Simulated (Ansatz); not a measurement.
# Single-point calculation, with input and output: GaAs

System: GaAs (slab, 4 atoms in the cell).
Method: DFT PBE, scalar-relativistic, plane waves, PAW, PAW set soft_1, no spin polarisation (Ansatz 0.2.0).

The structure derives from an entry of the Crystallography Open Database. Figures and captions count atoms from 1; the log counts them from 0 in places.

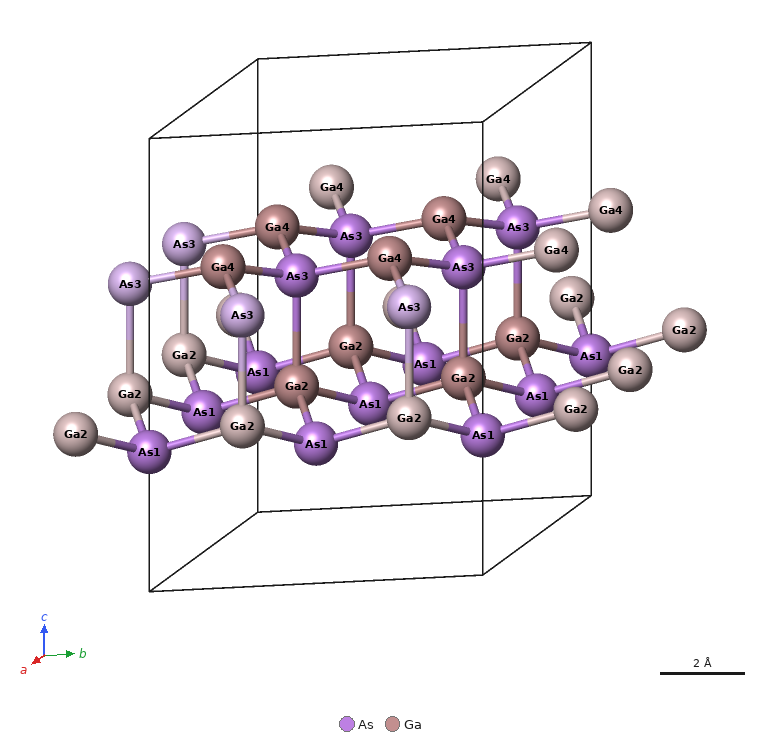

Figure 1. The input geometry (ball-and-stick view of the 2 × 2 repeat of the cell, with the vacuum cut short, seen slightly off an axis; neighbours outside the cell are drawn fainter; atoms are numbered from 1 in the order of the input). An atom can appear more than once, as a periodic image. Near neighbours in the periodic cell (some may lie outside the picture): As has 3 Ga at 2.49 Å; Ga has 4 As at 2.49 to 2.73 Å; As has 4 Ga at 2.42 to 2.73 Å; Ga has 3 As at 2.42 Å.

**The input**
```yaml
crystal:
  lattice:
    - [4.062960926, 0.0, 0.0]
    - [-2.031480463, 3.5186273765, 0.0]
    - [0.0, 0.0, 19.6715433583]
  atoms:
    - { symbol: As, position: [0.0, 0.0, 0.203339409] }
    - { symbol: Ga, position: [0.3333333333, 0.6666666667, 0.2454992137] }
    - { symbol: As, position: [0.3333333333, 0.6666666667, 0.3841855388] }
    - { symbol: Ga, position: [0.6666666667, 0.3333333333, 0.4153991992] }
basis:
  ecutwfc: 420
kpoints:
  mp_grid: { grid: [9, 9, 1] }
hamiltonian:
  xc: pbe
  pseudopotentials: { kind: paw, azcp: { folder: soft_1 } }
scf:
  occupations: { method: gaussian, width: 0.05 }
output:
  forces: true
  eigenvalues: true
efield:
  axis: 3
  dipole_correction: true
  ramp_width: 0.04
```

Machine: 2 threads of Arm Neoverse V1, 24 GiB of memory available, shared host.

Launched with:
```bash
ansatz run input.yaml --threads 2 --pin off --max-ram 6144MiB --backend cpu --events-out ev --progress --plain --runs-dir out
```

**Output**
```
Engine: ansatz 0.2.0, aarch64-unknown-linux-gnu
Pseudopotentials: kind: paw
Pseudopotential: As, paw, valence charge 15, recommended cutoff 420 eV (normal), [file]
Pseudopotential: Ga, paw, valence charge 13, recommended cutoff 420 eV (normal), [file]
Functional definition: PBE
  parameter kappa = 0.804
  parameter beta = 0.06672455060314922
  exchange = pbe_x(kappa = kappa, mu = beta*pi^2/3)
  correlation = pbe_c(beta = beta)
Crystal: 4 atoms, lattice volume = 281.225 Å³
Basis set: ecut = 420 eV, 5501 PW (Γ), exchange–correlation on 60×60×270 points (8 copies of the dense FFT grid, shifted against one another)
Bands: 34, of which v1, the nominal top of the filled ones, is band 28 counted from 1 (27 counted from 0)
Symmetry: 6 space group operations
Space group: P3m1 (ITA 156), of the structure as read, at distance tolerance 6.6e-5 Å
k-points: 12 of 81 (time reversal used)
Non-local potential: As, projectors of the file, l = 0: 2, l = 1: 2, l = 2: 3, l = 3: 1
Non-local potential: Ga, projectors of the file, l = 0: 2, l = 1: 2, l = 2: 3, l = 3: 1
PAW form: soft (Blöchl's): semilocal exchange-correlation on the pseudo side does not see the compensation charge
PAW one-centre angular grid: As, 590 points (default); XC on 64 Gauss nodes
PAW one-centre angular grid: Ga, 590 points (default); XC on 64 Gauss nodes
Initial density: superposition of atomic densities (neutral atoms: chi_scale 0, normalization atom)
Initial wavefunctions: pseudopotential atomic-orbital guess
Functional: x = pbe(κ = 0.804, μ = 0.2195149727645171), c = pbe(β = 0.06672455060314922)
SCF iter   1: F=—  HF=-17279.038973 eV  |F-HF|=—  |Δ(HF+E_count)|=         —  Δρ=2.21e-2  dr2=4.17e0  ethr=3.10e-3  p=0.000 e·Å  D=8.39e-6 V/Å  ΔV_dip=-0.00 eV  dr2_dipole=1.19e0  V_vac-E_F(+/−)=5.90/5.90 eV  ⟨swp⟩=6.8  Hψ=1822  notcnv=0
efield: sawtooth ramp at fractional position 0.7894 (placed from the atoms, in the widest stretch of the axis that holds none; the zero of the levels goes with the place), width 0.0400; the density the first Hamiltonian is built on has a dipole p = 0.000 e·Å; the dipole correction subtracts the counter field D = 8.39e-6 V/Å, which shifts the + side's vacuum level by -0.00 eV against the − side's; the planar-averaged density in the ramp window peaks in size at 6.9e-6 e/Å³
preconditioner: auto → Resta (q_TF=auto, 2.085 Å⁻¹)  ε∞=1.9  [insulator: Δε(μ)=1.042 eV  Ē_g=13.632 eV  σ=0.050 eV  W_gap=1.00  n_scr=54 (ndim 8)  ℏωp=13.3 eV  f_vac=0.603  D(μ)=0.00/eV (n_scr^D=0)  ε∞_Penn≈1.9  vacuum switching on, ρ_ref=1.3e-2 e/Å³]
SCF iter   2: F=—  HF=-17281.961902 eV  |F-HF|=—  |Δ(HF+E_count)|=    2.92e0  Δρ=3.48e-2  dr2=7.14e1  ethr=3.10e-3  p=0.529 e·Å  D=3.40e-1 V/Å  ΔV_dip=-6.69 eV  dr2_dipole=3.10e1  V_vac-E_F(+/−)=1.12/7.81 eV  ⟨swp⟩=4.9  Hψ=859  notcnv=0  defer=20  recentre
preconditioner: auto → LDOS  [metal: Δε(μ)=0.036 eV  Ē_g=13.563 eV  σ=0.050 eV  W_gap=0.38  n_scr=54 (ndim 8)  ℏωp=13.3 eV  f_vac=0.609  D(μ)=3.47/eV (n_scr^D=8)  β→1.0]
SCF iter   3: F=—  HF=-17278.800973 eV  |F-HF|=—  |Δ(HF+E_count)|=    3.16e0  Δρ=1.79e-2  dr2=2.90e0  ethr=3.10e-3  p=0.025 e·Å  D=1.62e-2 V/Å  ΔV_dip=-0.32 eV  dr2_dipole=8.58e-1  V_vac-E_F(+/−)=5.55/5.87 eV  ⟨swp⟩=4.3  Hψ=809  notcnv=0  defer=15
SCF iter   4: F=—  HF=-17278.477225 eV  |F-HF|=—  |Δ(HF+E_count)|=   3.24e-1  Δρ=1.18e-2  dr2=9.86e-1  ethr=3.10e-3  p=0.107 e·Å  D=6.86e-2 V/Å  ΔV_dip=-1.35 eV  dr2_dipole=2.37e-1  V_vac-E_F(+/−)=4.59/5.94 eV  ⟨swp⟩=2.3  Hψ=543  notcnv=0  defer=19
SCF iter   5: F=—  HF=-17278.426241 eV  |F-HF|=—  |Δ(HF+E_count)|=   5.10e-2  Δρ=6.32e-3  dr2=1.97e0  ethr=1.76e-3  p=0.223 e·Å  D=1.43e-1 V/Å  ΔV_dip=-2.82 eV  dr2_dipole=8.12e-1  V_vac-E_F(+/−)=2.77/5.60 eV  ⟨swp⟩=3.6  Hψ=664  notcnv=0  defer=19
SCF iter   6: F=—  HF=-17278.356846 eV  |F-HF|=—  |Δ(HF+E_count)|=   6.94e-2  Δρ=2.67e-3  dr2=3.69e-1  ethr=1.76e-3  p=0.194 e·Å  D=1.25e-1 V/Å  ΔV_dip=-2.46 eV  dr2_dipole=1.51e-1  V_vac-E_F(+/−)=3.05/5.51 eV  ⟨swp⟩=1.7  Hψ=493  notcnv=0  defer=17
SCF iter   7: F=—  HF=-17278.340532 eV  |F-HF|=—  |Δ(HF+E_count)|=   1.63e-2  Δρ=1.65e-3  dr2=1.40e-1  ethr=6.60e-4  p=0.182 e·Å  D=1.17e-1 V/Å  ΔV_dip=-2.30 eV  dr2_dipole=5.48e-2  V_vac-E_F(+/−)=3.08/5.38 eV  ⟨swp⟩=1.1  Hψ=411  notcnv=0  defer=17
SCF iter   8: F=—  HF=-17278.331879 eV  |F-HF|=—  |Δ(HF+E_count)|=   8.65e-3  Δρ=6.56e-4  dr2=1.87e-2  ethr=2.50e-4  p=0.173 e·Å  D=1.11e-1 V/Å  ΔV_dip=-2.19 eV  dr2_dipole=7.64e-3  V_vac-E_F(+/−)=3.17/5.36 eV  ⟨swp⟩=2.2  Hψ=467  notcnv=0  defer=18
SCF iter   9: F=—  HF=-17278.330198 eV  |F-HF|=—  |Δ(HF+E_count)|=   1.68e-3  Δρ=1.62e-4  dr2=8.64e-4  ethr=3.34e-5  p=0.166 e·Å  D=1.07e-1 V/Å  ΔV_dip=-2.10 eV  dr2_dipole=2.99e-4  V_vac-E_F(+/−)=3.26/5.35 eV  ⟨swp⟩=1.4  Hψ=443  notcnv=0  defer=18
SCF iter  10: F=—  HF=-17278.330142 eV  |F-HF|=—  |Δ(HF+E_count)|=   5.56e-5  Δρ=9.03e-5  dr2=2.87e-4  ethr=1.54e-6  p=0.165 e·Å  D=1.06e-1 V/Å  ΔV_dip=-2.09 eV  dr2_dipole=1.06e-4  V_vac-E_F(+/−)=3.27/5.36 eV  ⟨swp⟩=1.2  Hψ=424  notcnv=0  defer=18
SCF iter  11: F=—  HF=-17278.330120 eV  |F-HF|=—  |Δ(HF+E_count)|=   2.23e-5  Δρ=4.66e-5  dr2=7.76e-5  ethr=5.12e-7  p=0.165 e·Å  D=1.06e-1 V/Å  ΔV_dip=-2.08 eV  dr2_dipole=2.71e-5  V_vac-E_F(+/−)=3.27/5.36 eV  ⟨swp⟩=1.2  Hψ=391  notcnv=0  defer=18
SCF iter  12: F=—  HF=-17278.330118 eV  |F-HF|=—  |Δ(HF+E_count)|=   1.90e-6  Δρ=1.82e-5  dr2=7.97e-6  ethr=1.39e-7  p=0.165 e·Å  D=1.06e-1 V/Å  ΔV_dip=-2.08 eV  dr2_dipole=3.02e-6  V_vac-E_F(+/−)=3.28/5.36 eV  ⟨swp⟩=1.6  Hψ=413  notcnv=0  defer=18
SCF iter  13: F=—  HF=-17278.330117 eV  |F-HF|=—  |Δ(HF+E_count)|=   6.95e-7  Δρ=9.51e-6  dr2=3.43e-6  ethr=1.42e-8  p=0.164 e·Å  D=1.06e-1 V/Å  ΔV_dip=-2.08 eV  dr2_dipole=1.27e-6  V_vac-E_F(+/−)=3.28/5.36 eV  ⟨swp⟩=1.9  Hψ=478  notcnv=0  defer=18
SCF iter  14: F=-17278.330117 eV  HF=-17278.330117 eV  |F-HF|=8.65e-9  |Δ(HF+E_count)|=   3.65e-7  Δρ=1.23e-6  dr2=1.56e-8  ethr=1.79e-10  p=0.164 e·Å  D=1.06e-1 V/Å  ΔV_dip=-2.08 eV  dr2_dipole=4.78e-9  V_vac-E_F(+/−)=3.28/5.36 eV  ⟨swp⟩=12.9  Hψ=2101  notcnv=0
SCF 1 converged in 14 iterations: F = -17278.330117 eV  dr2 = 1.56e-8
  greatest PAW one-centre occupation: 0.999 electrons in one spin orbital (limit 2), on the As atom at site 0 (counted from 0), in its partial waves of l = 2
```

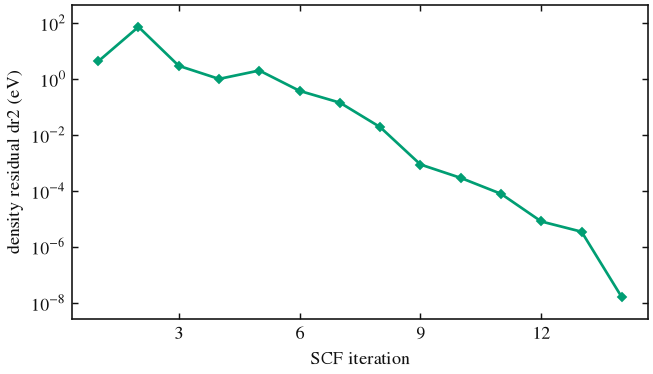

Figure 2. Convergence of the self-consistent field: density residual dr2 against the SCF iteration. The residual falls unevenly and jumps up by a factor of two or more 2 times on the way down.

```
SCF converged after 14 iterations
Free energy (F): -17278.330117 eV
Harris-Foulkes:  -17278.330117 eV  (|F-HF|=8.65e-9)
Internal energy: -17278.329420 eV  (E = F + TS)
E sigma→0 (E₀):  -17278.329769 eV
Entropy (-TS):   -0.000697 eV (-0.174 meV/atom)
Fermi energy:    -0.289873 eV
Dipole field:    D = 0.105693 V/Å  (p = 0.164262 e·Å, saw-weighted, corrected)
Work function:   Φ+ = 3.2826 eV   Φ− = 5.3617 eV
Levels:          The Fermi level and band energies are counted from a zero that moves with the ramp; work functions are not
--- Per-component energies (eV) ---
  E_band       = -1110.411853
  E_kinetic    = 414.137668
  E_local      = -37722.479246  (includes V_loc(G=0)·N_el)
  E_nonlocal   = -975.994171
  E_hartree    = 19229.587580
  E_xc         = -265.308642
  E_vxc        = -256.200357  (∫ρ·V_xc dr)
  E_paw        = -8004.480010  (= ΣΔE_a)
  E_vpaw       = -1028.909447  (= ΣTr[D̂ρ^β])
  E_aug_tail   = -0.000422  (compensation charges beyond the density's cutoff)
  E_efield     = 0.008681  (sawtooth field / dipole correction)
  E_vefield    = -0.148705  (∫n·V_field dr)
  E_ewald      = 10046.199141
  E_smearing   = -0.000697  (= −TS)
  E_closure    = -0.000000  (closes the sum)
  Σ components = -17278.330117   (vs F -17278.330117, Δ=0.00e0)
--- Forces (eV/Å), atoms counted from 1 ---
  atom   1  As     0.00000000     0.00000000     0.50890741
  atom   2  Ga    -0.00000000    -0.00000000    -0.49908111
  atom   3  As    -0.00000000    -0.00000000    -0.02230044
  atom   4  Ga     0.00000000    -0.00000000     0.01249519
  max |Σ_I F_I| component: 2.11e-5 eV/Å
--- Band table (eV; the first three rows and the last of 12) ---
  k-point 0: bands = ["-36.4556", "-36.4556", "-36.4523", "-36.4449", "-36.4449", "-34.9806", "-34.9806", "-34.9702", "-34.9696", "-34.9696", "-16.1790", "-16.0902", "-16.0902", "-16.0320", "-16.0320", "-14.8013", "-14.7211", "-14.7211", "-14.6565", "-14.6565", "-13.0335", "-11.2773", "-5.4109", "-2.6226", "-2.0491", "-2.0491", "-0.4800", "-0.2899", "-0.2899", "0.7593", "1.5940", "3.1211", "3.1211", "3.1965"]
  k-point 1: bands = ["-36.4556", "-36.4555", "-36.4522", "-36.4450", "-36.4449", "-34.9806", "-34.9805", "-34.9701", "-34.9697", "-34.9696", "-16.1760", "-16.0938", "-16.0894", "-16.0336", "-16.0290", "-14.7984", "-14.7254", "-14.7209", "-14.6583", "-14.6537", "-12.9227", "-11.1668", "-5.4128", "-3.4679", "-2.3167", "-2.2677", "-1.1816", "-0.4976", "0.3403", "1.1516", "2.1790", "2.9245", "3.3439", "3.5437"]
  k-point 2: bands = ["-36.4557", "-36.4552", "-36.4520", "-36.4451", "-36.4449", "-34.9807", "-34.9802", "-34.9699", "-34.9697", "-34.9696", "-16.1700", "-16.1016", "-16.0879", "-16.0377", "-16.0208", "-14.7919", "-14.7361", "-14.7207", "-14.6625", "-14.6462", "-12.6069", "-10.8536", "-5.7542", "-4.6360", "-3.0596", "-2.7233", "-1.4628", "-0.9365", "0.5225", "1.2456", "2.5016", "3.3375", "3.8630", "4.1919"]
  k-point 11: bands = ["-36.4554", "-36.4552", "-36.4515", "-36.4451", "-36.4450", "-34.9803", "-34.9800", "-34.9698", "-34.9697", "-34.9695", "-16.1585", "-16.1113", "-16.0901", "-16.0431", "-16.0065", "-14.7753", "-14.7574", "-14.7259", "-14.6642", "-14.6358", "-11.4598", "-9.7481", "-7.6964", "-6.2412", "-4.9472", "-3.2806", "-2.6663", "-0.7682", "-0.1289", "2.3262", "3.5172", "4.3061", "4.7268", "5.5509"]
```

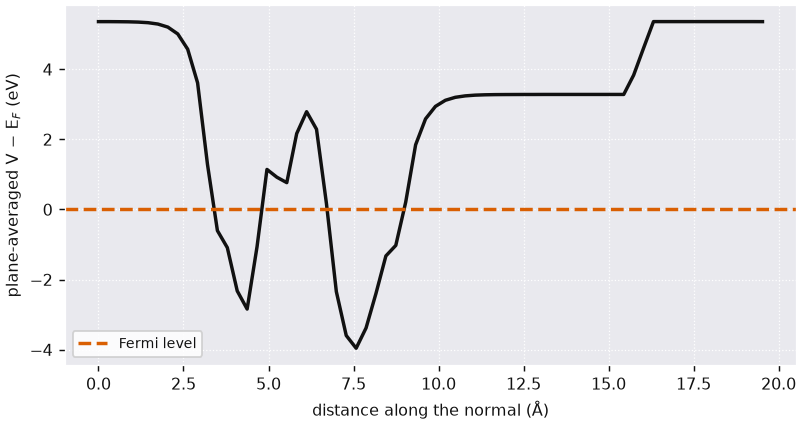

Figure 3. Plane average of the electrostatic potential energy of an electron across the cell, from the Fermi level. The vacuum level lies 3.28 eV above the Fermi level on the upper side and 5.36 eV on the lower.

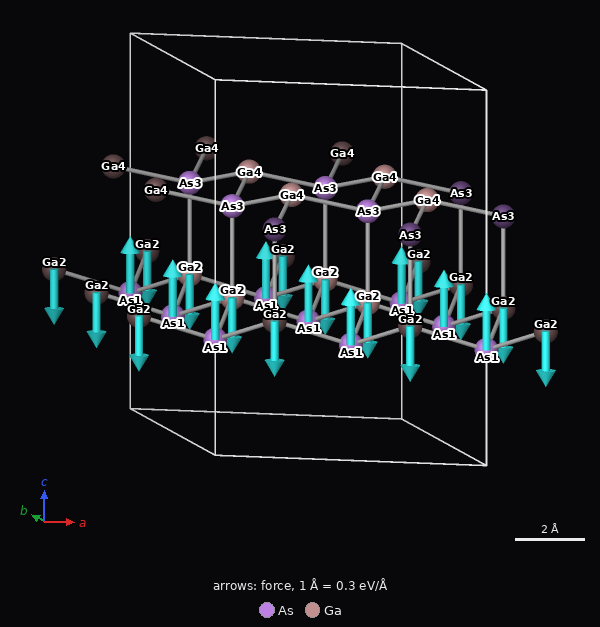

Figure 4. Forces on the atoms as teal arrows (ball-and-stick view of the 2 × 2 repeat of the cell, with the vacuum cut short, seen slightly off an axis; neighbours outside the cell are drawn fainter; atoms are numbered from 1 in the order of the input); the smallest are left out. The largest act on As1 (0.51 eV/Å); Ga2 (0.50 eV/Å). The geometry is not a stationary point of this energy.

**Results in brief**

- outcome: converged
- electrons treated: 56
- free energy: −17278.3301 eV
- work function, top face: 3.28 eV
- work function, bottom face: 5.36 eV
- Fermi energy: −0.290 eV
- gap on the k-point mesh: none (metallic)
- work function (upper face): 3.28 eV
- largest force (length of the vector): 0.509 eV/Å
- wall time: 8.1 s (CPU time 16 s)
- peak memory: 0.45 GiB
